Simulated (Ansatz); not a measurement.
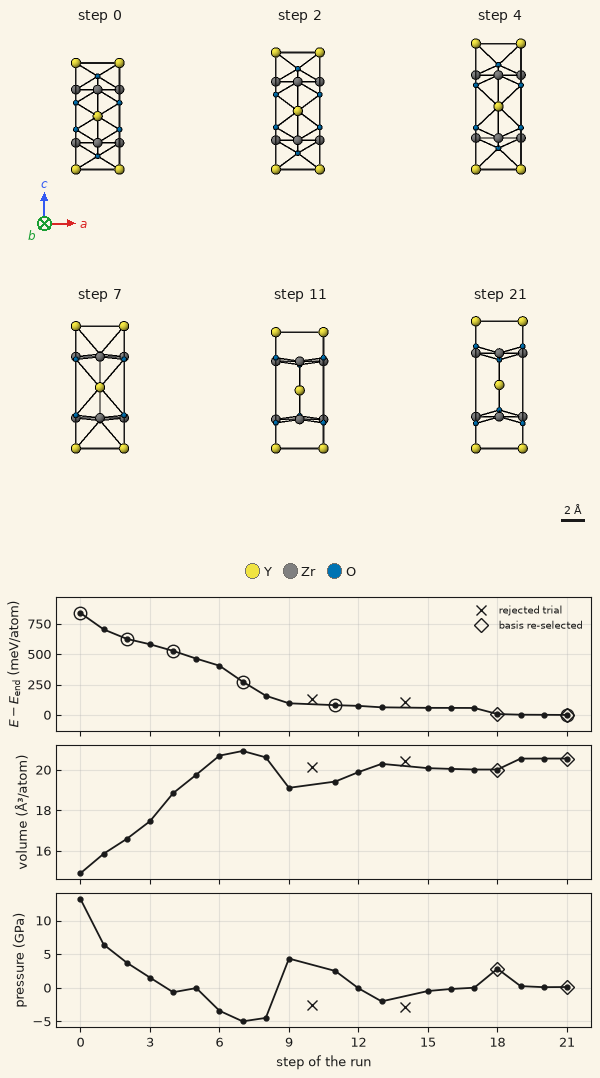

Frames of a relaxation of a crystal of YZr2O2 (a generated structure, set up in I4/mmm) (coarse preliminary run), marked on the history of the run. A ball-and-stick model of the conventional cell (2 times the calculation's cell), seen along the b axis. Lengths and directions refer to the drawn axes.

Method: Ansatz, DFT PBE, scalar-relativistic, plane waves, PAW.

Input file:
```yaml
crystal:
  lattice:
    - [-1.9672039, 1.9672039, 4.81114894]
    - [1.9672039, -1.9672039, 4.81114894]
    - [1.9672039, 1.9672039, -4.81114894]
  atoms:
    - { symbol: "Y", position: [0.0, 0.0, 0.0] }
    - { symbol: Zr, position: [0.75, 0.25, 0.5] }
    - { symbol: Zr, position: [0.25, 0.75, 0.5] }
    - { symbol: O, position: [0.375, 0.375, 0.0] }
    - { symbol: O, position: [0.625, 0.625, 0.0] }
basis:
  ecutwfc: 420
kpoints:
  mp_grid: { grid: [6, 6, 6] }
hamiltonian:
  xc: pbe
scf:
  occupations: { method: gaussian, width: 0.1 }
  lower_state_search: "off"
output:
  forces: true
  stress: true
  eigenvalues: true
relax:
  adjacent_minimum: "off"
  f_tol: 0.04
  max_steps: 70
  cell: { stress_tol: 0.4 }
```

Launched with:
```bash
ansatz run input.yaml --threads 1 --pin off --max-ram 2560MiB --backend cpu --events-out ev --progress --plain --runs-dir out
```

> Describe the path.

The largest moves relative to the cell, 2.04 Å, are those of O4 and O5. O4 goes along −c. Zr and Y stay in place. The volume changes by +38.0 %, with a = b 3.934 → 4.230 Å (+7.5 %), c 9.622 → 11.488 Å (+19.4 %). Among the contacts that change: Y1–O4 3.031 → 4.587 Å, Y1–O4 (another image) 3.608 → 2.267 Å, Y1–Zr2 3.108 → 3.567 Å, Zr2–Zr3 2.782 → 2.991 Å. Bonds break: Y1–O4 (3.03 → 4.59 Å), Y1–O5 (3.03 → 4.59 Å). Among the angles between lasting bonds that change: Zr2–O4–Zr2 117.1° → 148.1°, Zr2–O4–Zr3 74.2° → 85.7°. The space group stays I4/mmm (No. 139). Over 17 accepted moves (21 points after the start) the energy falls by 839 meV per atom. The largest force component goes from 1.3 to 0.0043 eV/Å. The pressure goes from 13.20 to 0.12 GPa. The line search rejected the trial steps at points 10, 14 of the run. At 2 points the geometry stayed and the basis and grid were re-selected for the new cell (energy shift of 50.1 meV per atom at most each time). Cost: 2.6 min on 1 thread of Intel(R) Xeon(R) Processor @ 2.70GHz, with other jobs on the host, peak memory 0.49 GiB. From step 0 to 2: O atoms move most (0.16 Å), volume +11.4 %, energy −213 meV per atom. From step 2 to 4: O atoms move most (0.33 Å), volume +13.6 %, energy −98.9 meV per atom. From step 4 to 7: O atoms move most (0.66 Å), volume +11.1 %, energy −253 meV per atom. From step 7 to 11: O atoms move most (0.53 Å), volume −7.2 %, energy −194 meV per atom. From step 11 to 21: O atoms move most (0.26 Å), volume +5.8 %, energy −80.5 meV per atom.

```csv
step,"E − E(0), meV/atom","largest force component, eV/Å","pressure, GPa","volume, Å³/atom",note
0,0.00,1.2564,13.20,14.895,
1,-134.62,0.8026,6.43,15.857,
2,-212.70,0.4652,3.74,16.592,
3,-257.06,0.3563,1.52,17.463,
4,-311.64,0.8703,-0.66,18.847,
5,-375.25,0.3358,-0.04,19.760,
6,-433.44,1.0989,-3.41,20.699,
7,-564.23,1.3154,-4.99,20.930,
8,-680.49,0.8775,-4.48,20.614,
9,-742.83,0.4369,4.35,19.110,
10,-705.16,0.9522,-2.50,20.152,rejected
11,-758.25,0.0396,2.51,19.420,
12,-764.00,0.1984,-0.07,19.886,
13,-775.98,0.1272,-2.02,20.294,
14,-735.13,1.5318,-2.79,20.444,rejected
15,-780.38,0.0976,-0.48,20.081,
16,-780.73,0.0937,-0.17,20.045,
17,-781.17,0.0034,0.01,20.014,
18,-831.22,0.0017,2.84,20.014,"same geometry, new basis"
19,-836.66,0.2162,0.25,20.553,
20,-837.62,0.0044,0.10,20.555,
21,-838.72,0.0043,0.12,20.555,"same geometry, new basis"
```
